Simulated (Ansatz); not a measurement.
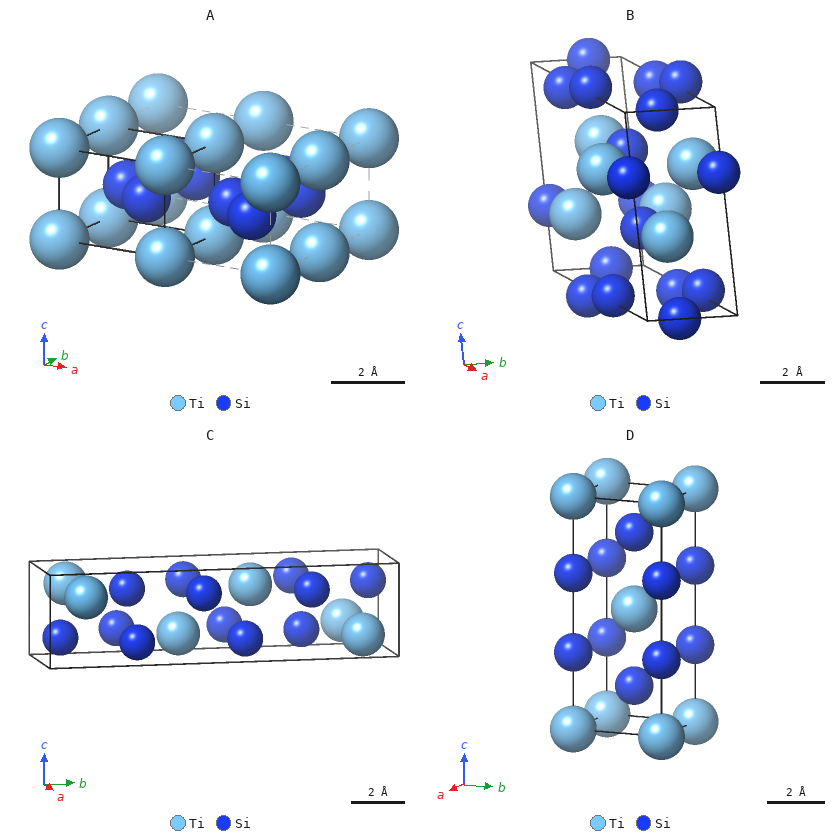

Four structures of TiSi2, each relaxed to rest (conventional cells in solid outline, small ones repeated, each panel with its own scale). Method: DFT PBE, scalar-relativistic, plane waves, PAW in Ansatz, without spin polarisation.

### Give the type and space group of each panel.

A: AlB₂ type, P6/mmm; B: 12 atoms a cell on a base-centred monoclinic lattice, C2/m; C: 12 atoms a cell on a base-centred orthorhombic lattice, Cmcm; D: 6 atoms a cell on a body-centred orthorhombic lattice, Immm.

### Rank them by energy, lowest first.

C, then D (+174 meV/atom), B (+261 meV/atom) and A (+313 meV/atom), energies at zero smearing.

### Collect the results in a table.

| panel | structure | E − E(lowest) (meV/atom) | volume (Å³/atom) | gap (eV) |
| --- | --- | --- | --- | --- |
| C | Cmcm | 0 | 14.3 | metal |
| D | Immm | 174 | 14.2 | metal |
| B | C2/m | 261 | 14.8 | metal |
| A | P6/mmm | 313 | 14.2 | metal |

Some of these may be structure types tried for this composition rather than known phases, and the most stable form need not be among them. Gaps are taken on the k-mesh or band path of each run.
